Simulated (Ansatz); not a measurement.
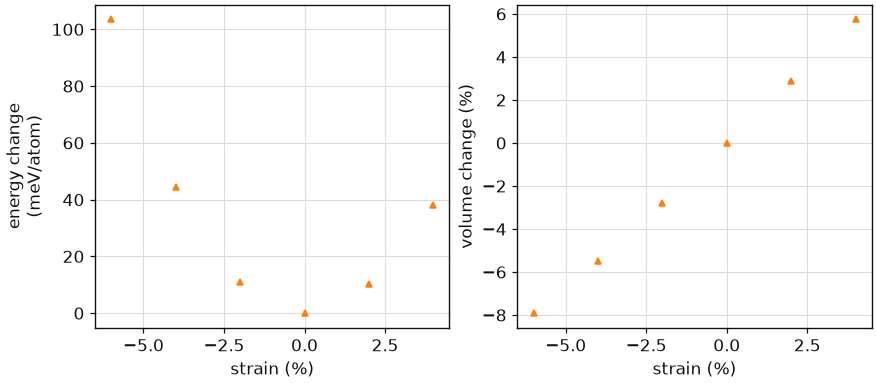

The picture above shows the energy change and volume change against strain for ZrSi₂, space group Cmcm (No. 63).

The given structure:
```yaml
crystal:
  lattice:
    - [3.67426, 0.00000, 0.00000]
    - [0.00000, 14.56589, 0.00000]
    - [0.00000, 0.00000, 3.65677]
  atoms:
    - { symbol: Zr, position: [0.00000, 0.10472, 0.25000] }
    - { symbol: Zr, position: [0.50000, 0.39528, 0.75000] }
    - { symbol: Zr, position: [0.50000, 0.60472, 0.25000] }
    - { symbol: Zr, position: [0.00000, 0.89528, 0.75000] }
    - { symbol: Si, position: [0.00000, 0.44604, 0.25000] }
    - { symbol: Si, position: [0.50000, 0.05396, 0.75000] }
    - { symbol: Si, position: [0.50000, 0.24977, 0.25000] }
    - { symbol: Si, position: [0.00000, 0.25023, 0.75000] }
    - { symbol: Si, position: [0.50000, 0.94604, 0.25000] }
    - { symbol: Si, position: [0.00000, 0.55396, 0.75000] }
    - { symbol: Si, position: [0.00000, 0.74977, 0.25000] }
    - { symbol: Si, position: [0.50000, 0.75023, 0.75000] }
```

Calculation (Ansatz 0.2.0): energy, stress and cell of a relaxed crystal along a series of strains, atoms and what the cell freedom names relaxed within the symmetry; plane waves with PAW datasets, Γ-centred k mesh; energies extrapolated to zero smearing. Level: PBEsol, no spin polarisation.

wave cutoff 420 eV; k mesh 10×4×10; occupations Gaussian; smearing width 0.1 eV; strain kind biaxial in the ab plane; cell freedom length and tilt of c free.

Q: Does the undistorted structure sit at the bottom of the curve?

A: Yes: the energy rises on both sides of the starting structure, which is therefore a minimum along this path.

Q: What does the volume change do across the range?

A: It rises from −7.91 % at strain −6 % to 5.75 % at 4 %.

Q: Is there a gap?

A: No, the levels on the k mesh show a metal at every point.
